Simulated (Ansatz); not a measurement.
**V_N in AlN (P6_3mc): which k-points does the level need?**

Question: how much does the k-point sampling change the (+1/0) level of V_N in AlN (P6_3mc), and what does each choice cost? Model: a cell of 128 host atoms with 1 N taken out.

Method: plane-wave PAW DFT; relaxations with PBEsol, then single points with PBEsol, on supercells at fixed charge in a uniform background, in Ansatz 0.2.0.

### 1. Starting point

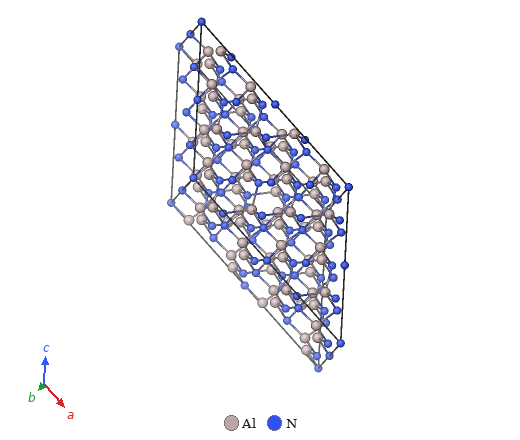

Start, viewed slightly off an axis; aluminium light grey, nitrogen blue. Bonds to atoms that aren't drawn are left out. Some periodic images of atoms are drawn too.

The cell holds 127 atoms: 64 Al and 63 N. Its edges and angles: a = 14.686 Å, b = 14.686 Å, c = 11.753 Å, α = 125.1°, β = 125.1°, γ = 94.5°. It derives from AlN (space group P6_3mc). Nearest the centre at fractional (0.554, 0.637, 0.750): Al102 at 1.89 Å, Al55 at 1.89 Å, Al117 at 1.89 Å, Al51 at 1.90 Å, N112 at 3.07 Å, N124 at 3.07 Å, N109 at 3.07 Å, N32 at 3.07 Å. The cell carries charge +1.

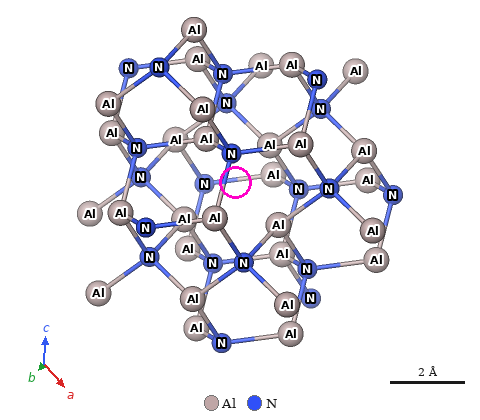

The atoms within 5 Å of the centre. A ring marks the centre wherever it is empty.

Known beforehand: the electronic dielectric constant, (4.50, 4.50, 4.73), and the static one, (8.20, 8.20, 9.74), computed on the host (DFPT, PBEsol).

The cell's shortest repeat is 11.8 Å.

### 2. Relaxing both charge states, PBEsol

The study needs fixed structures, so each charge is relaxed once, at one point at (¼, ¼, ¼), from small random displacements that break the symmetry of the site.

Input file qp1.relax/input.yaml:

```yaml
crystal:
  lattice:
    - [-4.67041106, 2.69646303, 4.9836768]
    - [4.67041106, -2.69646303, 4.9836768]
    - [1.55680365, 2.69646308, -4.9836768]
  atoms:
    - { symbol: Al, position: [0.416184, 0.08285, 0.0] }
    - { symbol: Al, position: [0.416184, 0.58285, 0.5] }
    - { symbol: Al, position: [0.916184, 0.08285, 0.5] }
    - { symbol: Al, position: [0.916184, 0.58285, 0.0] }
    - { symbol: Al, position: [0.33285, 0.166184, 0.5] }
    - { symbol: Al, position: [0.33285, 0.666184, 0.0] }
    - { symbol: Al, position: [0.83285, 0.166184, 0.0] }
    - { symbol: Al, position: [0.83285, 0.666184, 0.5] }
    - { symbol: "N", position: [0.10715, 0.273816, 0.5] }
    - { symbol: "N", position: [0.10715, 0.773816, 0.0] }
    - { symbol: "N", position: [0.60715, 0.273816, 0.0] }
    - { symbol: "N", position: [0.60715, 0.773816, 0.5] }
    - { symbol: "N", position: [0.023816, 0.35715, 0.0] }
    - { symbol: "N", position: [0.023816, 0.85715, 0.5] }
    - { symbol: "N", position: [0.523816, 0.35715, 0.5] }
    - { symbol: "N", position: [0.523816, 0.85715, 0.0] }
  supercell: [2, 2, 2]
  defects: [{ vacancy: 120 }]
total_charge: 1
basis:
  ecutwfc: 420
  xc_grid: 2
hamiltonian:
  xc: pbesol
  pseudopotentials: { kind: paw, azcp: { folder: soft_1 }, xc_functional: pbe }
kpoints:
  mp_grid: { grid: [1, 1, 1], shift: [0.25, 0.25, 0.25] }
scf:
  occupations: { method: fixed }
  max_iter: 80
output:
  forces: true
  charged_corrections:
    epsilon: [4.5, 4.5, 4.73]
    static_epsilon: [8.2, 8.2, 9.74]
    defect_position: [0.553575, 0.636908, 0.75]
relax:
  f_tol: 0.015
  max_steps: 60
  random_displacement: { amplitude: 0.04, seed: 2998 }
checkpoint:
  write: "../qp1.relax.run"
  compress: false
  write_wavefunctions: true
  write_every: 100000
```

Run with:

```sh
$ ansatz run input.yaml --threads 32 --pin off --max-ram 84787MiB --backend cuda --events-out ev --progress --plain --runs-dir out --max-vram 78GiB
```

Numbers of over 12 decimals in the logs are rounded to 6 here.

The log of the run:

```text
[... repeated set-up lines and file paths are left out, and long positions are rounded to six places ...]
Engine: ansatz 0.2.0, aarch64-unknown-linux-gnu
Pseudopotentials: kind: paw
Pseudopotential: Al, paw, valence charge 3, recommended cutoff 420 eV (normal), soft_1/Al.paw.azcp
Pseudopotential: N, paw, valence charge 5, recommended cutoff 420 eV (normal), soft_1/N.paw.azcp
Functional definition: PBEsol
  exchange = pbesol_x
  correlation = pbesol_c
[...]
Crystal: 127 atoms, lattice volume = 1338.931 Å³
Basis set: ecut = 420 eV, 26161 PW (Γ), exchange–correlation on 200×200×160 points (8 copies of the dense FFT grid, shifted against one another)
Bands: 380, of which v1, the nominal top of the filled ones, is band 253 counted from 1 (252 counted from 0)
Symmetry: 1 space group operations
k-points: 1
Non-local potential: Al, projectors of the file, l = 0: 2, l = 1: 2, l = 2: 1
Non-local potential: N, projectors of the file, l = 0: 2, l = 1: 2, l = 2: 1
PAW form: soft (Blöchl's): semilocal exchange-correlation on the pseudo side does not see the compensation charge
PAW frozen core: Al, regenerated for the run's functional, and the local potential with it (the file was generated under x = pbe(κ = 0.804, μ = 0.219515), c = pbe(β = 0.066725))
PAW frozen core: N, regenerated for the run's functional, and the local potential with it (the file was generated under x = pbe(κ = 0.804, μ = 0.219515), c = pbe(β = 0.066725))
PAW one-centre angular grid: Al, 110 points (default); XC on 64 Gauss nodes
PAW one-centre angular grid: N, 110 points (default); XC on 64 Gauss nodes
Initial density: superposition of atomic densities (chi_scale 0.1, normalization cell, long waves kept (reshape's long-wave potential 0.18 eV rms))
Initial wavefunctions: pseudopotential atomic-orbital guess
[...]
Functional: x = pbesol(κ = 0.804, μ = 0.123457), c = pbesol(β = 0.046)
SCF iter   1: F=—  HF=-57694.534871 eV  |Δ(HF+E_count)|=         —  Δρ=1.32e-1  dr2=2.88e2  Hψ=1185
preconditioner: auto → Resta (q_TF=auto, 2.320 Å⁻¹)  ε∞=3.6  [insulator: Δε(μ)=3.803 eV  Ē_g=14.131 eV  n_scr=288 (ndim 8)  ℏωp=22.8 eV  f_vac=0.000  ε∞_Penn≈3.6]
SCF iter   2: F=—  HF=-57610.244557 eV  |Δ(HF+E_count)|=    8.43e1  Δρ=4.50e-2  dr2=1.52e1  Hψ=652
[...]
SCF iter   9: F=-57605.766784 eV  HF=-57605.766785 eV  |Δ(HF+E_count)|=   3.21e-6  Δρ=8.72e-6  dr2=9.41e-7  Hψ=890
SCF 1 converged in 9 iterations: F = -57605.766784 eV  dr2 = 9.41e-7
[...]
relax step   1: F+E_penalty+E_count = -57605.76678398 eV  Δ(F+E_penalty+E_count) = +0.000e0 eV  max|allowed force component| = 1.375e0 eV/Å  Δτ_max = 0.0000 Å  (9 SCF iters, dr2 threshold 5.63e-6 eV, accepted)
[...]
relax step   2: F+E_penalty+E_count = -57607.27107803 eV  Δ(F+E_penalty+E_count) = -1.504e0 eV  max|allowed force component| = 8.154e-1 eV/Å  Δτ_max = 0.0630 Å  (5 SCF iters, dr2 threshold 1.00e-4 eV, accepted)
[...]
relax step   4: F+E_penalty+E_count = -57607.93932271 eV  Δ(F+E_penalty+E_count) = -1.630e-3 eV  max|allowed force component| = 3.348e-2 eV/Å  Δτ_max = 0.0092 Å  (6 SCF iters, accepted)
[...]
relax step   5: F+E_penalty+E_count = -57607.93947025 eV  Δ(F+E_penalty+E_count) = -1.475e-4 eV  max|allowed force component| = 7.769e-3 eV/Å  Δτ_max = 0.0067 Å  (5 SCF iters, accepted)
[...]
NSCF: frozen V_eff on 1 k-points
[...]
SCF converged after 5 iterations
Free energy (F): -57607.939470 eV
Harris-Foulkes:  -57607.939470 eV  (|F-HF|=1.60e-8)
Internal energy: -57607.939470 eV  (E = F + TS)
E sigma→0 (E₀):  -57607.939470 eV
Fermi energy:    7.273487 eV
--- Per-component energies (eV) ---
  E_band       = 876.254917
  E_kinetic    = 9830.303893
  E_local      = -13474.448130  (includes V_loc(G=0)·N_el)
  E_nonlocal   = 2833.240569
  E_hartree    = 4966.162118
  E_xc         = -6199.359226
  E_vxc        = -6724.105439  (∫ρ·V_xc dr)
  E_paw        = -37018.013829  (= ΣΔE_a)
  E_vpaw       = -1521.115209  (= ΣTr[D̂ρ^β])
  E_aug_tail   = 0.052811  (compensation charges beyond the density's cutoff)
  E_ewald      = -18548.872800
  E_core_change = 2.995125  (= ΣΔE_core)
  E_smearing   = -0.000000  (= −TS)
  E_closure    = 0.000000  (closes the sum)
  E_deformation_potential = 17.062512  (in the stress; not in F)
  Σ components = -57607.939470   (vs F -57607.939470, Δ=0.00e0)
--- Forces (eV/Å), atoms counted from 1 ---
  atom   1  Al     0.00095034    -0.00221002     0.00003317
  atom   2  Al    -0.00001320    -0.00060257     0.00022386
  [... 4 atoms left out ...]
  [... 121 more lines of this table ...]
  max |Σ_I F_I| component: 2.40e-5 eV/Å
--- Charged-cell corrections in eV (Makov–Payne, q = +1.000 e, ε = [8.200, 8.200, 9.740]) ---
  F (periodic)     = -57607.939470  (uncorrected; the corrections below are reported, never added to it)
  E_corr1          = +0.216357  (monopole, q²α_M/2ε̄L, of the cell on which ε is isotropic)
  F Makov-Payne    = -57607.723113  (F + E_corr1; no measured alignment; for a localised charge, not one spread in a band: unchecked)
  no potential alignment in this run, which stands beside a crystal: run the host's input off ansatz write-host-input, and read the two finished runs by ansatz place-levels (neither reads a slab, a wire or a sheet, whose cell leaves a vacuum)
--- Band table (eV) ---
  k-point 0: bands = ["-7.9042", "-7.8779", "-7.5409", "-7.5063", "-7.4654", "-7.4276", "-7.1182", "-7.0921", "-6.8950", "-6.8907", [... rest cut ...]
--- Relaxed structure (5 steps of the walk, 5 accepted, 0 SCFs on fresh bases) ---
  F+E_penalty+E_count = -57607.93947025 eV   max|allowed force component| = 7.769e-3 eV/Å
  atoms:
    - { symbol: Al, position: [0.208201, 0.041669, -0.000131] }
    - { symbol: Al, position: [0.207673, 0.290702, 0.248852] }
    [... 4 atoms left out ...]
  [... 121 more lines of this table ...]
```

Elapsed: 5.4 s, on 1 × NVIDIA GB200 with 32 threads of Arm Neoverse V2, shared host; peak memory 1.5 GiB.

The steps of the relaxation:

```csv
step,energy less that of the first step (eV),largest force component (eV/Å)
1,0.0000,1.3751
2,-1.5043,0.8154
3,-2.1709,0.0544
4,-2.1725,0.0335
5,-2.1727,0.0078
```

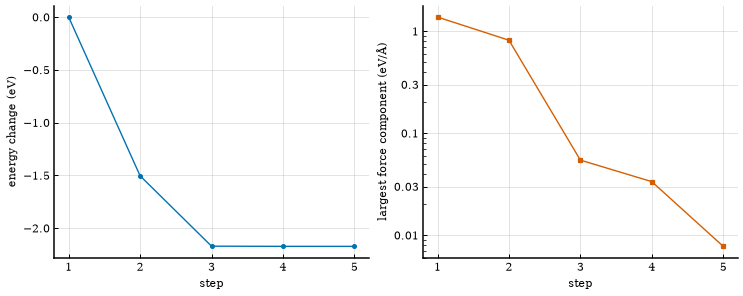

Energy and largest force along the relaxation.

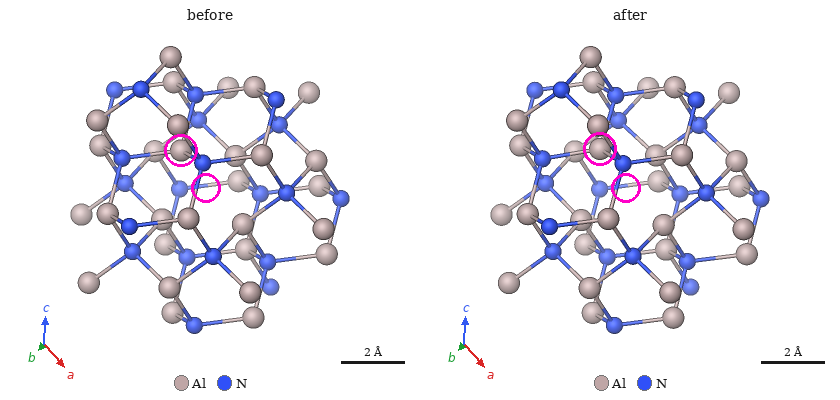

Before and after: the atoms that start within 5 Å of the centre. Al51, which moves most, is ringed if it is among them. A ring with no atom in it marks the empty centre.

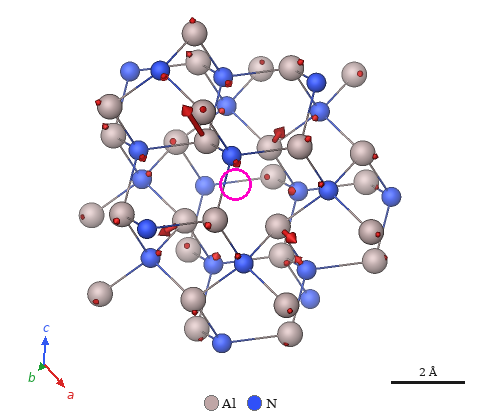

Displacements in the relaxation from the typed sites near the centre, exaggerated, the mean shift taken out; the longest in the cell stands for 0.09 Å. A ring marks the centre wherever it is empty.

The atoms that moved most (Å, from the sites as typed, ahead of the random displacement, the mean shift of all atoms taken out):

```csv
atom,dx,dy,dz,length
Al51,0.001,0.000,-0.086,0.086
Al117,-0.036,0.021,0.005,0.042
Al102,0.036,0.020,0.008,0.042
Al55,0.001,-0.041,0.008,0.041
N126,0.010,-0.005,-0.017,0.020
N124,0.000,0.011,-0.014,0.017
N94,-0.001,0.001,0.017,0.017
N112,-0.009,-0.005,-0.013,0.017
```

The atoms nearest to the centre after the run:

```
 atom  distance (Å)
Al117         1.931
 Al55         1.934
Al102         1.938
 Al51         1.985
 N126         3.053
  N94         3.054
  N32         3.057
 N124         3.058
 N109         3.060
 N112         3.061
Al114         3.095
  N90         3.099
 N107         3.102
  N12         3.102
 N108         3.106
  N59         3.107
```

```csv
charge,moment set (μB),steps,largest displacement (Å),time
0,1,9,0.11,11 s
+1,0,5,0.09,5.4 s
```

The relaxation ends 17 meV an atom lower than the displaced start, with a largest force component of 0.0078 eV/Å.

### 3. First setting: the zone centre alone

The defect state overlaps with its images and forms a narrow band, so the k-points decide which part of that band enters the energy. A point off the zone centre usually averages it better, but needs complex orbitals and more time.

Input file qp1.kg/input.yaml:

```yaml
crystal:
  checkpoint: "../qp1.relax.run"
  host: checkpoint
total_charge: 1
basis:
  ecutwfc: 420
  xc_grid: 2
hamiltonian:
  xc: pbesol
  pseudopotentials: { kind: paw, azcp: { folder: soft_1 }, xc_functional: pbe }
kpoints:
  mp_grid: { grid: [1, 1, 1] }
scf:
  occupations: { method: fixed }
  max_iter: 80
output:
  forces: true
  charged_corrections:
    epsilon: [4.5, 4.5, 4.73]
    static_epsilon: [8.2, 8.2, 9.74]
    defect_position: [0.553575, 0.636908, 0.75]
  eigenvalues: true
checkpoint:
  read: "../qp1.relax.run"
  write: "../qp1.kg.run"
  compress: false
  write_wavefunctions: false
  write_every: 100000
```

The log of the run:

```text
[...]
crystal.checkpoint: the structure is that of <dir>, a `relax` run, at its step 5: its result, under pbesol at a charge of 1 e; 127 atoms read, 0 with a starting moment; crystal.structure_sha256 for this input is
[...]
device memory: the entry about to start is reckoned to put 4.3 GiB on a device that reports 177.2 GiB free (of which the cap on the GPU budget leaves the run 78.0 GiB)
GPU FFT provider: cuFFT
GPU libraries: cuBLAS 13.8.1, cuFFT 12.4.0, cuSOLVER 12.3.2
GPU matrix products: emulated (plane waves: as basis.precision tells), large ones in fixed point in workspaces of 1.00 GiB
Crystal: 127 atoms, lattice volume = 1338.931 Å³
Basis set: ecut = 420 eV, 26161 PW (Γ), exchange–correlation on 200×200×160 points (8 copies of the dense FFT grid, shifted against one another)
Bands: 380, of which v1, the nominal top of the filled ones, is band 253 counted from 1 (252 counted from 0)
[... 1 set-up line as in the run before ...]
[...]
k-points: 1
[...]
GPU buffer pool allocated for 800000 grid points (all kernels)
GPU transforms: local potential and band sums: pruned to the plane-wave sphere, on 100×100×80
[...]
iter 1 solved again at ethr=5.20e-6 eV; its pass at ethr=3.10e-3 eV (dr2=2.63e-2 eV) is discarded
[...]
SCF iter   7: F=-57606.792225 eV  HF=-57606.792225 eV  |Δ(HF+E_count)|=   1.08e-8  Δρ=1.58e-6  dr2=3.47e-8  Hψ=2587
SCF 1 converged in 7 iterations: F = -57606.792225 eV  dr2 = 3.47e-8
[...]
SCF converged after 7 iterations
Free energy (F): -57606.792225 eV
[...]
Internal energy: -57606.792225 eV  (E = F + TS)
E sigma→0 (E₀):  -57606.792225 eV
Fermi energy:    7.107358 eV
[...]
--- Forces (eV/Å), atoms counted from 1 ---
  atom   1  Al    -0.01803198     0.00578903    -0.01656889
  atom   2  Al    -0.01465797     0.00968512    -0.01642089
  [... 4 atoms left out ...]
  [... 121 more lines of this table ...]
  max |Σ_I F_I| component: 1.64e-5 eV/Å
[...]
F Makov-Payne    = n/a  (the rows are of the electrons' constant alone; ansatz place-levels tells what screens the charge)
[...]
--- Band table (eV) ---
[...]
```

Elapsed: 1.7 s, on 1 × NVIDIA GB200 with 32 threads; peak memory 1.2 GiB; 4.2 s of CPU time.

Both charges and the host at this setting go to place-levels, which corrects for the image charge and aligns the potentials.

Input file levels.kg.yaml:

```yaml
host:
  run: host.kg.run
states: [q0_M1.kg.run, qp1.kg.run]
geometry_from:
  q0_M1.kg.run: q0_M1.relax.run
  qp1.kg.run: qp1.relax.run
  host.kg.run: host.relax.run
chemical_potentials:
  "N":
    energy: -378.476431
    dataset: "<sha256 of the dataset>"
```

Run with:

```sh
$ ansatz place-levels levels.kg.yaml -- --threads 32 --pin off --max-ram 84787MiB
```

The log of the run:

```text
(+1/0) 3.370 eV above the valence edge, 0.721 eV under the conduction edge
formation energy of charge +1: +2.466 eV with the Fermi level at the valence edge
formation energy of charge 0: +5.836 eV with the Fermi level at the valence edge
  edges by pbesol, gap 4.091 eV; the host is sampled to repeats of 11.75 Å
  the defect's cells are sampled to repeats of 11.75 Å, like sampling
  charge +1: -57606.6447 eV with its correction of +0.148 eV, at epsilon [8.2, 8.2, 9.74], aligned at sites: -0.0688 eV, mean over 48 atomic sites at or beyond 5.88 Å from the defect at [0.5536, 0.6369, 0.7500], with +0.000975 for the charge's moments and [...]
  charge 0: +0.000 eV for its dipole among its images, +0.000 omitted
  of states[1] (qp1.kg.run): how wide its charge is, is not read beside other atoms or cores, and a band state would take no correction. [...]
  of states[0] (q0_M1.kg.run): its only k-point is the zone centre, where a defect's energies can be off by tenths of an eV or more: see "From the zone centre to a mesh" in the quickstart
```

Wall time 0.16 s (32 threads).

At this setting the gap is 4.091 eV and (+1/0) lies 3.370 eV above the valence top.

### 4. The other settings

In the defect's inputs only the studied keys change. One input of each further setting:

qp1.kq/input.yaml, as its differences from qp1.kg/input.yaml of step 3:

```diff
@@ -11,3 +11,3 @@
 kpoints:
-  mp_grid: { grid: [1, 1, 1] }
+  mp_grid: { grid: [1, 1, 1], shift: [0.25, 0.25, 0.25] }
 scf:
@@ -24,3 +24,3 @@
   read: "../qp1.relax.run"
-  write: "../qp1.kg.run"
+  write: "../qp1.kq.run"
   compress: false
```

qp1.km0/input.yaml, as its differences from qp1.kq/input.yaml of step 4:

```diff
@@ -11,3 +11,3 @@
 kpoints:
-  mp_grid: { grid: [1, 1, 1], shift: [0.25, 0.25, 0.25] }
+  mp_grid: { grid: [2, 2, 2] }
 scf:
@@ -24,3 +24,3 @@
   read: "../qp1.relax.run"
-  write: "../qp1.kq.run"
+  write: "../qp1.km0.run"
   compress: false
```

qp1.kms/input.yaml, as its differences from qp1.km0/input.yaml of step 4:

```diff
@@ -11,3 +11,3 @@
 kpoints:
-  mp_grid: { grid: [2, 2, 2] }
+  mp_grid: { grid: [2, 2, 2], shift: [0.5, 0.5, 0.5] }
 scf:
@@ -24,3 +24,3 @@
   read: "../qp1.relax.run"
-  write: "../qp1.km0.run"
+  write: "../qp1.kms.run"
   compress: false
```

qp1.km3/input.yaml, as its differences from qp1.kms/input.yaml of step 4:

```diff
@@ -11,3 +11,3 @@
 kpoints:
-  mp_grid: { grid: [2, 2, 2], shift: [0.5, 0.5, 0.5] }
+  mp_grid: { grid: [3, 3, 3] }
 scf:
@@ -24,3 +24,3 @@
   read: "../qp1.relax.run"
-  write: "../qp1.kms.run"
+  write: "../qp1.km3.run"
   compress: false
```

qp1.km4/input.yaml, as its differences from qp1.km3/input.yaml of step 4:

```diff
@@ -11,3 +11,3 @@
 kpoints:
-  mp_grid: { grid: [3, 3, 3] }
+  mp_grid: { grid: [4, 4, 4], shift: [0.5, 0.5, 0.5] }
 scf:
@@ -24,3 +24,3 @@
   read: "../qp1.relax.run"
-  write: "../qp1.km3.run"
+  write: "../qp1.km4.run"
   compress: false
```

### 5. Result against cost

Times of the states on 1 × NVIDIA GB200 with 32 threads of Arm Neoverse V2, shared host; the host is run again at each setting:

| k-point sampling | gap (eV) | (+1/0) above the valence top (eV) | under the conduction bottom (eV) | level less that at a 4×4×4 shifted mesh (meV) | time, both charge states | time, host and placing | peak memory of a state (GiB) |
| --- | --- | --- | --- | --- | --- | --- | --- |
| the zone centre alone | 4.091 | 3.370 | 0.721 | 48 | 3.8 s | 2.2 s | 1.6 |
| one point at (¼, ¼, ¼) * | 4.098 | 3.260 | 0.839 | -62 | 3.6 s | 2.3 s | 1.7 |
| a 2×2×2 Γ-centred mesh | 4.097 | 3.320 | 0.776 | -1 | 7.6 s | 2.2 s | 1.7 |
| a 2×2×2 shifted mesh | 4.097 | 3.320 | 0.776 | -1 | 6.2 s | 3.1 s | 1.8 |
| a 3×3×3 Γ-centred mesh | 4.097 | 3.321 | 0.775 | 0 | 15 s | 3.6 s | 2.0 |
| a 4×4×4 shifted mesh | 4.097 | 3.321 | 0.775 | 0 | 30 s | 3.4 s | 2.4 |

* started from the relaxation's converged state in the same settings, so its time is no fair cost.

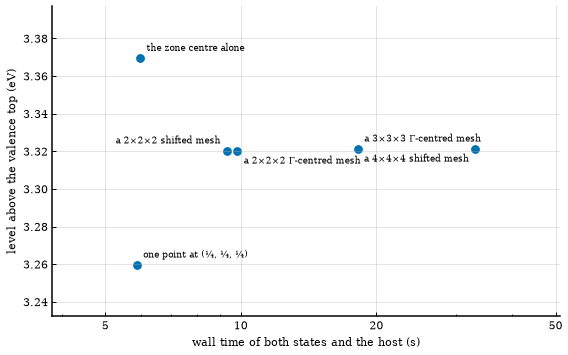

The level against the time spent.

### 6. Summary of results

```json
{
  "(plus 1/0) level, the zone centre alone": "3.37 eV",
  "(plus 1/0) level, one point at (¼, ¼, ¼)": "3.26 eV",
  "(plus 1/0) level, a 2×2×2 Γ-centred mesh": "3.32 eV",
  "(plus 1/0) level, a 2×2×2 shifted mesh": "3.32 eV",
  "(plus 1/0) level, a 3×3×3 Γ-centred mesh": "3.32 eV",
  "(plus 1/0) level, a 4×4×4 shifted mesh": "3.32 eV"
}
```

What this shows: Over the settings in the table the level spans 0.110 eV; a 2×2×2 Γ-centred mesh, a 2×2×2 shifted mesh and a 3×3×3 Γ-centred mesh lie within 0.02 eV of the reference (a 4×4×4 shifted mesh, 3.32 eV). The largest miss of the level above the valence top is 62 meV, with one point at (¼, ¼, ¼). Here the quarter point misses by more than the zone centre, against the usual rule. Only the charges 0 and +1 were run, each from one start, so (+1/0) need not be a change between stable states. Keep in mind: PBEsol makes the gap too small and tends to spread out bound carriers.

[Logs are printed without paths, hosts, clocks, repeated set-up lines and the standing remarks that a program may print on its own settings, such as how far it seeks lower states.]

[Hosts, paths, dates, database ids (printed as entryN), source tags and the programs' standing remarks are cut or masked in the printed files.]

[Where a table of states has a column of steps, it counts the stored structures, which are thinned; the runs took as many ionic steps or more.]

[For some hosts the program warned that the k-mesh of the response run may be too coarse for force constants and the static dielectric constant; such warnings are not shown here.]
